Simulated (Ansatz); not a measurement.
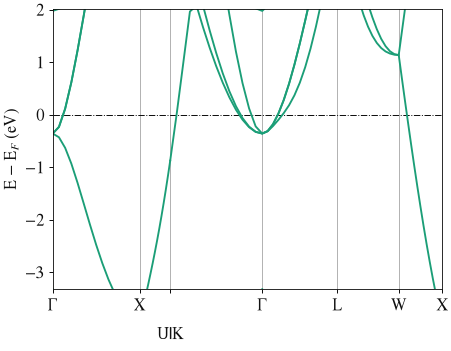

Band structure. Energies are counted from the Fermi level.

### What lattice type does the k path imply?

A face-centred cubic lattice: the path Γ–X–U|K–Γ–L–W–X runs through the special points of its Brillouin zone.

Calculation on HfN, space group Fm-3m, 2 atoms in the cell.

Method: DFT r2SCAN, scalar-relativistic, plane waves, PAW, no spin polarisation, 16×16×16 k mesh, 500 eV cutoff, Gaussian smearing of 0.1 eV (Ansatz 0.2.0).

### Metal, semiconductor or insulator?

A metal: 3 bands cross the Fermi level along this path.

### On which lines of the path do bands cross the Fermi level?

Bands cross the Fermi level on Γ–X, K–Γ, Γ–L and W–X, and not on X–U and L–W.

The electron count is odd and the run has no spin polarisation, so a magnetic state may lie lower. Spin-orbit coupling is left out, which matters for Hf.
